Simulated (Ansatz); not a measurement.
**Run report: SiO2, field-gradient calculation (part 1 of 2)**

- system: SiO2 (R-3m, 36 atoms in the cell)
- method: DFT, PBE, plane waves, PAW, no spin polarisation (Ansatz 0.2.0)

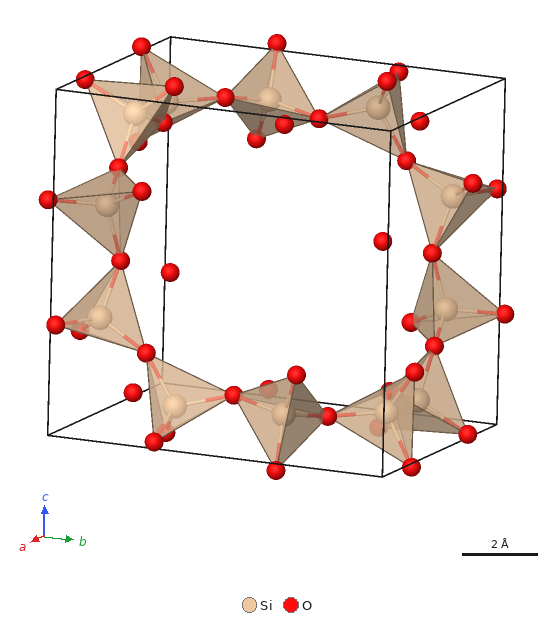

The input geometry (polyhedral view of the cell of the calculation, seen slightly off an axis; polyhedra are completed across the faces of the cell).

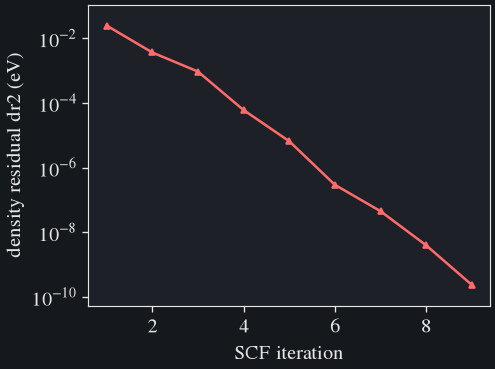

Convergence of the self-consistent field: density residual dr2 against the SCF iteration. The residual falls at every step.

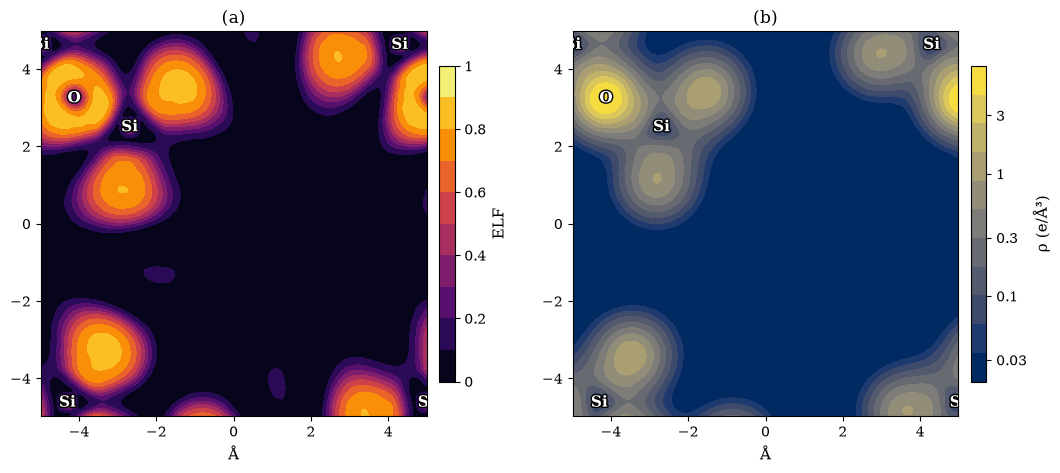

(a) electron localisation function; (b) valence electron density on the (010) plane of the calculation cell. The plane passes through Si and O nuclei. Si–O (1.63 Å): the density is about 1.2 e/Å³ at the midpoint; the ELF peaks at about 0.85 between the atoms, which marks a polar covalent bond. The density dies away to nearly zero in the voids. In a PAW calculation such maps are meaningful between the atoms, not at the nuclei.

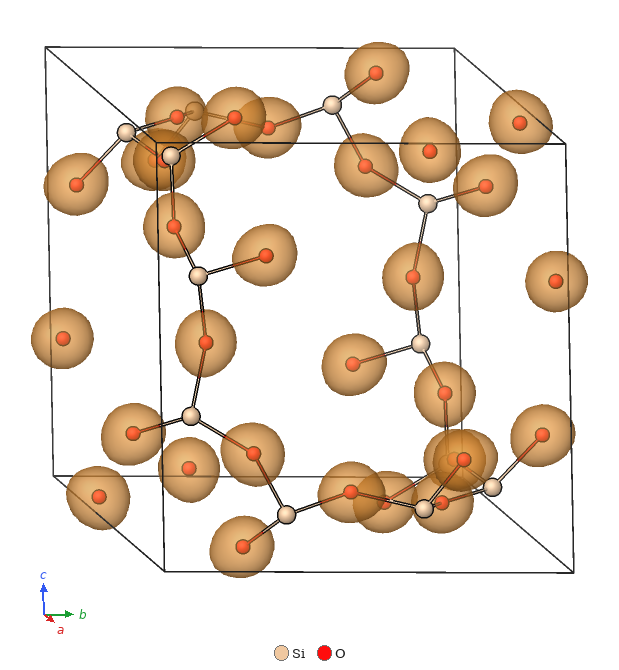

Isosurface of the valence electron density at 1.5 e/Å³ (orange), seen slightly off an axis. Sticks mark near contacts. The outline is the calculation cell. At this value the density breaks into separate islands; it holds about 50 % of the electrons treated as valence. It is pinched off along the Si–O (1.61 Å) contacts. On the grid the lowest density along these lines, outside the cores, is 1 e/Å³ (Si–O, 1.61 Å).

These pictures come from the run below.

## Input
```yaml
crystal:
  lattice:
    - [6.7984988707, 3.9251151531, 4.9453227949]
    - [-6.7984988707, 3.9251151531, 4.9453227949]
    - [0.0, -7.8502303062, 4.9453227949]
  atoms:
    - { symbol: Si, position: [0.3342762193, 0.1054204825, 0.8752381862] }
    - { symbol: Si, position: [0.1054204825, 0.8752381862, 0.3342762193] }
    - { symbol: Si, position: [0.8752381862, 0.3342762193, 0.1054204825] }
    - { symbol: Si, position: [0.1247618138, 0.8945795175, 0.6657237807] }
    - { symbol: Si, position: [0.8945795175, 0.6657237807, 0.1247618138] }
    - { symbol: Si, position: [0.6657237807, 0.1247618138, 0.8945795175] }
    - { symbol: Si, position: [0.6657237807, 0.8945795175, 0.1247618138] }
    - { symbol: Si, position: [0.8945795175, 0.1247618138, 0.6657237807] }
    - { symbol: Si, position: [0.1247618138, 0.6657237807, 0.8945795175] }
    - { symbol: Si, position: [0.8752381862, 0.1054204825, 0.3342762193] }
    - { symbol: Si, position: [0.1054204825, 0.3342762193, 0.8752381862] }
    - { symbol: Si, position: [0.3342762193, 0.8752381862, 0.1054204825] }
    - { symbol: O, position: [0.2631181805, 0.0, 0.7368818195] }
    - { symbol: O, position: [0.0, 0.7368818195, 0.2631181805] }
    - { symbol: O, position: [0.7368818195, 0.2631181805, 0.0] }
    - { symbol: O, position: [0.7368818195, 0.0, 0.2631181805] }
    - { symbol: O, position: [0.0, 0.2631181805, 0.7368818195] }
    - { symbol: O, position: [0.2631181805, 0.7368818195, 0.0] }
    - { symbol: O, position: [0.6744800195, 0.9761431857, 0.9761431857] }
    - { symbol: O, position: [0.9761431857, 0.9761431857, 0.6744800195] }
    - { symbol: O, position: [0.9761431857, 0.6744800195, 0.9761431857] }
    - { symbol: O, position: [0.0238568143, 0.0238568143, 0.3255199805] }
    - { symbol: O, position: [0.0238568143, 0.3255199805, 0.0238568143] }
    - { symbol: O, position: [0.3255199805, 0.0238568143, 0.0238568143] }
    - { symbol: O, position: [0.2518120148, 0.8933184751, 0.2518120148] }
    - { symbol: O, position: [0.2518120148, 0.2518120148, 0.8933184751] }
    - { symbol: O, position: [0.8933184751, 0.2518120148, 0.2518120148] }
    - { symbol: O, position: [0.1066815249, 0.7481879852, 0.7481879852] }
    - { symbol: O, position: [0.7481879852, 0.1066815249, 0.7481879852] }
    - { symbol: O, position: [0.7481879852, 0.7481879852, 0.1066815249] }
    - { symbol: O, position: [0.5, 0.8469655168, 0.1530344832] }
    - { symbol: O, position: [0.1530344832, 0.5, 0.8469655168] }
    - { symbol: O, position: [0.8469655168, 0.1530344832, 0.5] }
    - { symbol: O, position: [0.5, 0.1530344832, 0.8469655168] }
    - { symbol: O, position: [0.8469655168, 0.5, 0.1530344832] }
    - { symbol: O, position: [0.1530344832, 0.8469655168, 0.5] }
kpoints:
  mp_grid: { grid: [3, 3, 3] }
scf:
  occupations: { method: fermi_dirac, width: 0.02 }
  convergence: { dr2_threshold: 1.0e-09 }
hamiltonian:
  xc: pbe
  pseudopotentials: { kind: paw }
output:
  forces: true
  stress: true
  populations: true
  efg: { quadrupole_moments_barn: { O: -0.02558 }, contact_densities: true }
  write_density: true
  write_potential: true
  elf: true
  volumetric_format: npy
```

Command:
```bash
ansatz run input.yaml --threads 4 --pin off --max-ram 8192MiB --backend cpu --events-out ev --progress --plain --runs-dir out
```

## What the program printed
```
Engine: ansatz 0.2.0, aarch64-unknown-linux-gnu
Pseudopotentials: kind: paw
Pseudopotential: Si, paw, valence charge 4, recommended cutoff 420 eV (normal), Si.paw.azcp
Pseudopotential: O, paw, valence charge 6, recommended cutoff 420 eV (normal), O.paw.azcp
Functional definition: PBE
  parameter kappa = 0.804
  parameter beta = 0.06672455060314922
  exchange = pbe_x(kappa = kappa, mu = beta*pi^2/3)
  correlation = pbe_c(beta = beta)
Crystal: 36 atoms, lattice volume = 791.792 Å³
Basis set: ecut = 420 eV, 15545 PW (Γ), exchange–correlation on 128×128×128 points (8 copies of the dense FFT grid, shifted against one another)
Bands: 132, of which v1, the nominal top of the filled ones, is band 96 counted from 1 (95 counted from 0)
Symmetry: 12 space group operations
Space group: R-3m (ITA 166), of the structure as read, at distance tolerance 9.3e-5 Å
k-points: 6 of 27
Non-local potential: Si, projectors of the file, l = 0: 2, l = 1: 2, l = 2: 2
Non-local potential: O, projectors of the file, l = 0: 2, l = 1: 2, l = 2: 1
PAW form: soft (Blöchl's): semilocal exchange-correlation on the pseudo side does not see the compensation charge
PAW one-centre angular grid: Si, 110 points (default); XC on 64 Gauss nodes
PAW one-centre angular grid: O, 110 points (default); XC on 64 Gauss nodes
Initial density: superposition of atomic densities (neutral atoms: chi_scale 0, normalization atom), corrected by the library's trained network
Initial wavefunctions: pseudopotential atomic-orbital guess
Functional: x = pbe(κ = 0.804, μ = 0.2195149727645171), c = pbe(β = 0.06672455060314922)
SCF iter   1: F=—  HF=-21288.728810 eV  |F-HF|=—  |Δ(HF+E_count)|=         —  Δρ=1.71e-3  dr2=2.49e-2  ethr=1.77e-3  ⟨swp⟩=6.7  Hψ=4014  notcnv=0  defer=115
preconditioner: auto → Resta (q_TF=auto, 2.154 Å⁻¹)  ε∞=2.3  [insulator: Δε(μ)=5.827 eV  Ē_g=16.280 eV  σ=0.020 eV  W_gap=1.00  n_scr=128 (ndim 8)  ℏωp=18.3 eV  f_vac=0.454  D(μ)=0.00/eV (n_scr^D=0)  ε∞_Penn≈2.3  vacuum switching on, ρ_ref=1.9e-2 e/Å³]
SCF iter   2: F=—  HF=-21288.739412 eV  |F-HF|=—  |Δ(HF+E_count)|=   1.06e-2  Δρ=7.72e-4  dr2=3.66e-3  ethr=1.30e-5  ⟨swp⟩=3.0  Hψ=1415  notcnv=0  defer=181
SCF iter   3: F=—  HF=-21288.746371 eV  |F-HF|=—  |Δ(HF+E_count)|=   6.96e-3  Δρ=3.22e-4  dr2=9.39e-4  ethr=1.90e-6  ⟨swp⟩=3.0  Hψ=1085  notcnv=0  defer=181
SCF iter   4: F=—  HF=-21288.748596 eV  |F-HF|=—  |Δ(HF+E_count)|=   2.22e-3  Δρ=8.93e-5  dr2=6.05e-5  ethr=4.89e-7  ⟨swp⟩=4.0  Hψ=1102  notcnv=0  defer=181
SCF iter   5: F=—  HF=-21288.747744 eV  |F-HF|=—  |Δ(HF+E_count)|=   8.51e-4  Δρ=3.62e-5  dr2=6.57e-6  ethr=3.15e-8  ⟨swp⟩=2.0  Hψ=1166  notcnv=0  defer=181
SCF iter   6: F=—  HF=-21288.748467 eV  |F-HF|=—  |Δ(HF+E_count)|=   7.23e-4  Δρ=6.83e-6  dr2=2.94e-7  ethr=3.42e-9  ⟨swp⟩=2.0  Hψ=1234  notcnv=0  defer=181
SCF iter   7: F=—  HF=-21288.748467 eV  |F-HF|=—  |Δ(HF+E_count)|=   3.16e-7  Δρ=2.81e-6  dr2=4.48e-8  ethr=1.53e-10  ⟨swp⟩=2.2  Hψ=1180  notcnv=0  defer=181
SCF iter   8: F=—  HF=-21288.748467 eV  |F-HF|=—  |Δ(HF+E_count)|=   4.02e-9  Δρ=8.82e-7  dr2=3.94e-9  ethr=2.33e-11  ⟨swp⟩=2.0  Hψ=1124  notcnv=0  defer=181
SCF iter   9: F=-21288.748467 eV  HF=-21288.748467 eV  |F-HF|=1.09e-11  |Δ(HF+E_count)|=   1.57e-9  Δρ=1.76e-7  dr2=2.35e-10  ethr=1.00e-12  ⟨swp⟩=21.8  Hψ=6826  notcnv=0
SCF 1 converged in 9 iterations: F = -21288.748467 eV  dr2 = 2.35e-10
  greatest PAW one-centre occupation: 0.862 electrons in one spin orbital (limit 2), on the O atom at site 35 (counted from 0), in its partial waves of l = 0
WARN: The output density's exchange-correlation potential varies sharply where the density is thin. Do not read a vacuum level from v_tot or v_xc, or from such a field of the output density. On a cell that repeats whose density bears no net charge and no dipole along the vacuum's axis use v_es (v_loc + v_h of the components); under efield.dipole_correction with no amplitude use v_es + v_field, which holds any external_charges[].barrier, or the levels of the report's work_function block, which leave it out; under a non-zero efield.amplitude the vacuum is tilted and has no level; on a cell that repeats and bears such a dipole with no correction it is tilted too, and efield.dipole_correction with no amplitude gives each side of its ramp a level where efield: is served; in a cell that repeats whose density bears a net charge (total_charge, or a fill off its count) it is curved and has none; of a slab under crystal.periodic whose density bears no net charge use v_es, which has a level on each side, short of where the two are joined; of another it falls or rises all the way out and has none; of a slab beside external_charges read slab_vacuum_level instead, which it has where they leave it neutral. The grid or the basis barely resolves most such structure, and the values can differ between equally converged runs; as a rule a tighter scf.convergence.dr2_threshold does not remove it. Where the density itself ripples (under the LDA too) a higher basis.ecutwfc lessens it. The files hold the spikes' plane waves up to the density's cutoff. Files: v_tot_of_output_density and the like, and their columns of v_z.tsv (output.write_potential); v_xc_of_output_density and the like, and their columns of v_comp_z.tsv (output.write_potential_components). Measured: with its Gaussian average of σ = 0.25 Å subtracted twice, the exchange-correlation potential is over 0.1 eV at 1954 of the grid points where the equally averaged density (valence and model cores) is under 1e-3 e/Å³, and 2.26 eV at the most among them, at an averaged density of 2.2e-4 e/Å³. The input density's (outcome.potential() and, of a run that writes arrays, v_tot and v_xc) is over 0.1 eV, so measured, at 1966 points of its own thin density, 2.26 eV at the most. See output.write_potential in the manual, Limitations
SCF converged after 9 iterations
Free energy (F): -21288.748467 eV
Harris-Foulkes:  -21288.748467 eV  (|F-HF|=1.09e-11)
Internal energy: -21288.748467 eV  (E = F + TS)
E sigma→0 (E₀):  -21288.748467 eV
Fermi energy:    0.974913 eV
--- Per-component energies (eV) ---
  E_band       = -1676.633497
  E_kinetic    = 4826.301964
  E_local      = -24283.926908  (includes V_loc(G=0)·N_el)
  E_nonlocal   = 1441.164981
  E_hartree    = 10050.684459
  E_xc         = -2449.303010
  E_vxc        = -2842.626271  (∫ρ·V_xc dr)
  E_paw        = -9974.819523  (= ΣΔE_a)
  E_vpaw       = -918.978067  (= ΣTr[D̂ρ^β])
  E_aug_tail   = 0.062379  (compensation charges beyond the density's cutoff)
  E_ewald      = -898.912808
  E_smearing   = -0.000000  (= −TS)
  E_closure    = 0.000000  (closes the sum)
  Σ components = -21288.748467   (vs F -21288.748467, Δ=0.00e0)
--- Forces (eV/Å), atoms counted from 1 ---
  atom   1  Si    -0.00715621    -0.00197342     0.00165469
  atom   2  Si     0.00186907     0.00718417     0.00165469
  atom   3  Si     0.00528713    -0.00521075     0.00165469
  atom   4  Si     0.00186907    -0.00718417    -0.00165469
  atom   5  Si    -0.00715621     0.00197342    -0.00165469
  atom   6  Si     0.00528713     0.00521075    -0.00165469
  atom   7  Si     0.00715621     0.00197342    -0.00165469
  atom   8  Si    -0.00186907    -0.00718417    -0.00165469
  atom   9  Si    -0.00528713     0.00521075    -0.00165469
  atom  10  Si    -0.00186907     0.00718417     0.00165469
  atom  11  Si     0.00715621    -0.00197342     0.00165469
  atom  12  Si    -0.00528713    -0.00521075     0.00165469
  atom  13  O      0.00360977     0.00625230    -0.00000000
  atom  14  O      0.00360977    -0.00625230     0.00000000
  atom  15  O     -0.00721953    -0.00000000     0.00000000
  atom  16  O     -0.00360977    -0.00625230     0.00000000
  atom  17  O     -0.00360977     0.00625230    -0.00000000
  atom  18  O      0.00721953     0.00000000    -0.00000000
  atom  19  O     -0.00443153    -0.00255855     0.00209013
  atom  20  O     -0.00000000     0.00511709     0.00209013
  atom  21  O      0.00443153    -0.00255855     0.00209013
  atom  22  O      0.00000000    -0.00511709    -0.00209013
  atom  23  O     -0.00443153     0.00255855    -0.00209013
  atom  24  O      0.00443153     0.00255855    -0.00209013
  atom  25  O     -0.00714331     0.00412419    -0.00353141
  atom  26  O      0.00000000    -0.00824839    -0.00353141
  atom  27  O      0.00714331     0.00412419    -0.00353141
  atom  28  O     -0.00714331    -0.00412419     0.00353141
  atom  29  O      0.00714331    -0.00412419     0.00353141
  atom  30  O     -0.00000000     0.00824839     0.00353141
  atom  31  O      0.00068689    -0.00118973    -0.00000000
  atom  32  O      0.00068689     0.00118973     0.00000000
  atom  33  O     -0.00137378     0.00000000     0.00000000
  atom  34  O     -0.00068689     0.00118973     0.00000000
  atom  35  O     -0.00068689    -0.00118973    -0.00000000
  atom  36  O      0.00137378    -0.00000000     0.00000000
  max |Σ_I F_I| component: 3.90e-18 eV/Å
--- Stress (GPa, compression-positive) ---
        1.677530      -0.000000      -0.000000
       -0.000000       1.677530       0.000000
       -0.000000       0.000000       1.292775
  P = ⅓ Tr σ = 1.5493 GPa (15.493 kbar)
```
